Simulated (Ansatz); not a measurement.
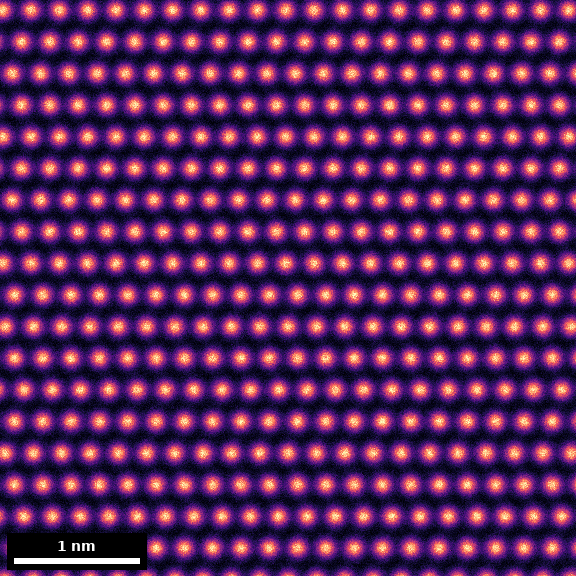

Integrated-DPC-like image of P (P6_3/mmc, No. 194) along [100]. Simulated as the projected potential of neutral atoms (B = 0.5 Å²) blurred by a 0.90 Å probe, the thin-sample limit of integrated differential phase contrast. Shot noise was added.

One planar defect was built into the perfect crystal by geometry alone, without relaxation. Host structure: the input geometry of an electronic-structure calculation (not necessarily at equilibrium); the starting structure was generated, so it need not be a known form of this composition.

Where does the periodic pattern break, and how?

A planar fault (a stacking fault) runs horizontally about 22 Å below the top edge. The part above it is shifted along the boundary by 1/4 of the 2.26 Å repeat of the rows (0.6 Å to the right, the same as 1.7 Å to the left); both parts keep the same orientation.
